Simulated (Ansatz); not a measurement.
# V_Mg-V_O in MgO (Fm-3m): charge-transition levels and formation energies, part 2 of 2

Wanted: the transition levels of a complex in MgO (Fm-3m), from a cell of 54 host atoms with 1 Mg and 1 O taken out.

Ansatz; place-levels on r2SCAN runs: charge-transition levels and formation energies with image-charge correction and potential alignment at the atomic sites; PAW set soft_1.

So far. Step 3 (Placing the levels, r2SCAN): Under r2SCAN the gap is 5.68 eV, (+1/0) -0.01 (outside the gap) (with band filling), (0/−1) 3.03 eV.

**5. place-levels, PBEsol**

Level of this step: place-levels on PBEsol runs: charge-transition levels and formation energies with image-charge correction and potential alignment at the atomic sites; PAW set soft_1 (Ansatz).

PBEsol on the same structure is run to see how far the result rests on the functional, though not on the errors that semilocal functionals share; the sampling changes too, to one point at (¼, ¼, ¼), so differences hold both changes.

File qm1_M1.pbesol/input.yaml:

```yaml
crystal:
  checkpoint: "../qm1_M1.relax.run"
  host: checkpoint
total_charge: -1
basis:
  ecutwfc: 420
  xc_grid: 2
hamiltonian:
  xc: pbesol
  pseudopotentials: { kind: paw, azcp: { folder: soft_1 }, xc_functional: pbe }
kpoints:
  mp_grid: { grid: [1, 1, 1], shift: [0.25, 0.25, 0.25] }
magnetization:
  spin_polarized: true
  initial_magnetization: 1
  spin_locking: { lock_magnetization: hard }
scf:
  occupations: { method: fermi_dirac, width: 0.01 }
  max_iter: 60
output:
  forces: true
  eigenvalues: true
  charged_corrections:
    epsilon: 3.24
    static_epsilon: 10.37
    defect_position: [0.583333, 0.583333, 0.416667]
checkpoint:
  write: "../qm1_M1.pbesol.run"
  compress: false
  write_wavefunctions: false
  write_every: 100000
```

It took 22 s on 4 threads of Intel Xeon Platinum 8259CL at 2.50GHz (Skylake/Cascade Lake), shared host; peak memory 1.6 GiB; 82 s of CPU time.

File levels.pbesol.yaml:

```yaml
host:
  run: host.pbesol.run
states: [qm1_M1.pbesol.run, q0.pbesol.run, q0_M2.pbesol.run, qp1_M1.pbesol.run]
geometry_from:
  qm1_M1.pbesol.run: qm1_M1.relax.run
  q0.pbesol.run: q0.relax.run
  q0_M2.pbesol.run: q0_M2.relax.run
  qp1_M1.pbesol.run: qp1_M1.relax.run
chemical_potentials:
  Mg:
    energy: -1912.054729
    dataset: "<sha256 of the dataset>"
  O:
    energy: -558.291301
    dataset: <sha256 of the dataset>
```

Started as:

```console
$ ansatz place-levels levels.pbesol.yaml -- --threads 4 --pin off --max-ram 7536MiB
```

Numbers of over 12 decimals in the logs are rounded to 6 here.

What it wrote:

```text
(+1/0) 0.000 eV above the valence edge (-0.048 eV without the band-filling correction), 4.647 eV under the conduction edge
(0/-1) 2.573 eV above the valence edge, 2.074 eV under the conduction edge
formation energy of charge +1: +9.408 eV with the Fermi level at the valence edge
formation energy of charge 0: +9.408 eV with the Fermi level at the valence edge
formation energy of charge -1: +11.981 eV with the Fermi level at the valence edge
  edges by pbesol, gap 4.647 eV; the host is sampled to repeats of 8.93 Å
[... the lines on each state left out ...]
```

Run time: 0.48 s. Hardware: 4 threads.

Under PBEsol the gap is 4.65 eV, (+1/0) 0.00 (with band filling), (0/−1) 2.57 eV.

**6. Another choice**

The levels are placed again with one choice changed, to see how much they rest on it.

levels.try0.yaml is levels.point.yaml with these lines changed:

```diff
-epsilon: 3.24
-static_epsilon: 10.37
+epsilon: 1.0001
+static_epsilon: 1.0001
```

Started as:

```console
$ ansatz place-levels levels.try0.yaml -- --threads 4 --pin off --max-ram 7536MiB
```

What it wrote:

```text
[...]
(0/-1) 4.565 eV above the valence edge, 1.113 eV under the conduction edge
formation energy of charge +1: +10.141 eV with the Fermi level at the valence edge
formation energy of charge 0: +10.131 eV with the Fermi level at the valence edge
formation energy of charge -1: +14.696 eV with the Fermi level at the valence edge
vertical -1 to 0: no energy, since no alignment is typed
vertical +1 to 0: no energy, since no alignment is typed
  edges by r2scan, gap 5.678 eV; the host is sampled to repeats of 17.85 Å
[... the lines on each state left out ...]
```

The change: no screening of the image charge.

Levels in eV above the valence top; the changed ones are not the defect's:

|  | gap (eV) | (+1/0) | (0/−1) |
| --- | --- | --- | --- |
| changed | 5.68 | -0.01 | 4.56 |
| as set up | 5.68 | -0.01 | 3.03 |

The largest shift is 1.54 eV, band-filling terms included.

**7. Side by side**

Levels between neighbouring charges, in eV above each run's own valence top:

|  | gap (eV) | (+1/0) | (0/−1) | CPU time a state at this stage (restarts are quicker than cold starts) |
| --- | --- | --- | --- | --- |
| r2SCAN, 2×2×2 shifted mesh | 5.68 | -0.01 | 3.03 | 9.9 min |
| PBEsol on r2SCAN structures, (¼, ¼, ¼) | 4.65 | 0.00 | 2.57 | 89 s |

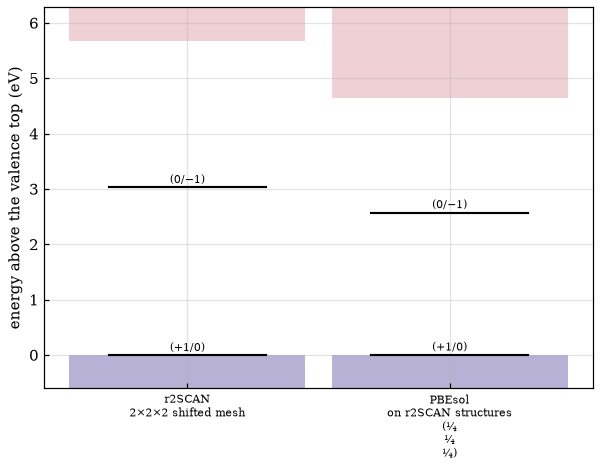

Levels between stable charges at each rung, each against its own band edges (shaded).

**8. Outcome**

```json
{"gap of the host": "5.68 eV (r2SCAN)", "level (plus 1/0)": "0.01 eV below the valence top (-0.03 eV above the valence top without the band-filling term)", "level (0/minus 1)": "3.03 eV above the valence top", "lowest of the charges placed, just above the valence top (0.02 eV)": "0", "lowest of the charges placed, just below the conduction bottom (0.02 eV)": "−1", "lowest formation energy at mid-gap of the charges run, Mg-rich": "4.21 eV", "lowest formation energy at mid-gap of the charges run, O-rich": "4.21 eV"}
```

Of the charges placed (−1, 0 and +1), the lowest changes at 3.03 eV (0/−1) above the valence top, in a gap of 5.68 eV. Charges below −1 were not placed, so these runs say nothing of levels that involve them. States placed: +1 at 1 μB; 0 at 0 μB and 2 μB; −1 at 1 μB. Other spin states or structures, where not listed, weren't placed. The program finds carriers beyond a band edge of the host and adds a band-filling term at charge +1 (-0.03 eV); steps to such a charge show no bound level, and a defect level inside a band would be read the same way. Going from one point at (¼, ¼, ¼) to a 2×2×2 shifted mesh moves the levels that carry no band-filling term by up to 0.19 eV and formation energies against the elements by up to 0.28 eV; band-filling terms, which differ between samplings, are in these energies. The program doubts the alignment of potentials for at least one state, a sign that the cell is small. Limits: the images are only 8.9 Å apart; r2SCAN makes the gap too small and tends to spread out bound carriers; where a gas molecule sets a chemical potential or the host's formation energy, its binding is uncorrected; force components of up to 0.20 eV/Å remain in a run at the final settings.

Calculation against experiment:

| quantity | measured | PBEsol | r2SCAN |
| --- | --- | --- | --- |
| band gap (least gap of the host) (eV) | 7.83 | 4.65 (-3.18 eV) | 5.68 (-2.15 eV) |

Measured values from arxiv:0908.1581 (2009).

**Verdict.** For the band gap, of the levels listed nearest comes r2SCAN (-2.15 eV, a clear miss) and farthest PBEsol (-3.18 eV, a clear miss). Local and semilocal functionals usually give gaps below the measured ones. Zero-point and thermal motion shift the measured gap.

[Logs are printed without paths, hosts, clocks, repeated set-up lines and the standing remarks that a program may print on its own settings, such as how far it seeks lower states.]

[Hosts, paths, dates, database ids (printed as entryN), source tags and the programs' standing remarks are cut or masked in the printed files.]

[Where a table of states has a column of steps, it counts the stored structures, which are thinned; the runs took as many ionic steps or more.]

[A defect's name tells the site on which it was built; relaxed atoms can leave that site.]

[For some hosts the program warned that the k-mesh of the response run may be too coarse for force constants and the static dielectric constant; such warnings are not shown here.]
